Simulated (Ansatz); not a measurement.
The calculation's input:

```
crystal:
  lattice:
    - [2.8390610329, 0.0, 0.0]
    - [0.0, 2.8390610329, 0.0]
    - [0.0, 0.0, 2.8390610329]
  atoms:
    - { symbol: Zr, position: [0.0, 0.0, 0.0] }
hamiltonian:
  xc: blyp
  pseudopotentials:
    kind: paw
    azcp:
      Zr: "pseudopotentials/Zr.paw.azcp"
basis:
  ecutwfc: 420
  fft_grid_basis: typed
kpoints:
  mp_grid: { grid: [12, 12, 12], shift: [0, 0, 0] }
magnetization:
  spin_polarized: false
scf:
  occupations: { method: fermi_dirac, width: 0.1 }
  lower_state_search: "off"
output:
  stress: true
  write_density: true
  write_potential: true
  elf: true
  volumetric_format: npy
```

Below, planes, directions and counts refer to the conventional cell (a = 2.84 Å, b = 2.84 Å, c = 2.84 Å, α = 90.00°, β = 90.00°, γ = 90.00°).

Space group Pm-3m; set up as Zr, simple cubic; a generated structure, not necessarily the stable one; changed on purpose from its base cell (volume × 0.88); computed pressure about 10 GPa in this cell.

All numbers below come from DFT, BLYP, plane waves (420 eV) with PAW, scalar-relativistic in Ansatz.

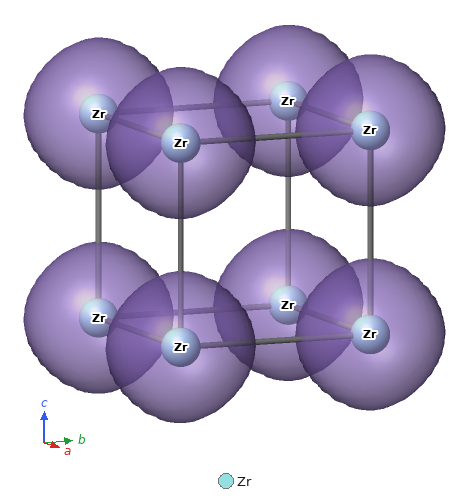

Zr. Isosurface of the valence pseudo-density at 0.6 e/Å³ (purple), seen slightly off an axis. Sticks mark near contacts.

The density is the valence pseudo-density of a PAW calculation; it isn't the true density close to the nuclei.

Q: How is the density connected at this value?

A: At this value the density breaks into separate islands; it holds about 70 % of the electrons treated as valence (semicore included). It bridges none of the near contacts. It is pinched off along the shortest Zr–Zr (2.84 Å) contacts. On the grid the lowest density along these lines, outside the cores, is 0.29 e/Å³ (Zr–Zr, 2.84 Å).

Q: Does the calculation give a band gap?

A: It is metallic or semimetallic at this level of theory: no gap opens.
